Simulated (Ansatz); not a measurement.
```xyz
2
Lattice="2.6687 0.0000 0.0000 -1.3344 2.3112 0.0000 0.0000 0.0000 4.3317" Properties=species:S:1:pos:R:3 pbc="T T T"
Ir    0.0000    1.5408    1.0829
Ir    1.3344    0.7704    3.2488
```

Space group P6₃/mmc; set up as Ir, hcp; a generated structure, not necessarily the stable one; changed on purpose from its base cell (volume × 0.96); computed pressure about 18 GPa in this cell; computed without spin polarisation.

Level of theory: DFT, LDA (PW92), plane waves (420 eV) with PAW, scalar-relativistic in Ansatz 0.2.0.

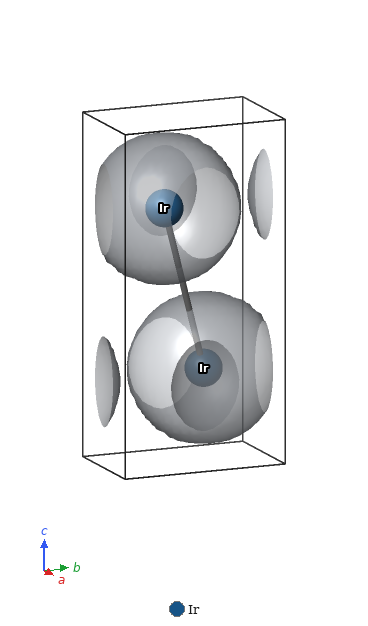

Ir. Isosurface of the valence pseudo-density at 1 e/Å³ (grey), seen slightly off an axis. Sticks mark near contacts.

### How is the density connected at this value?

At this value the density breaks into separate islands; it holds about 70 % of the electrons treated as valence (semicore included). It bridges none of the near contacts. It is pinched off along the shortest Ir–Ir (2.66 Å) contacts. On the grid the lowest density along these lines, outside the cores, is 0.5 e/Å³ (Ir–Ir, 2.66 Å).

### Does the calculation make it a metal, or give it a gap?

It is metallic or semimetallic at this level of theory: no gap opens.
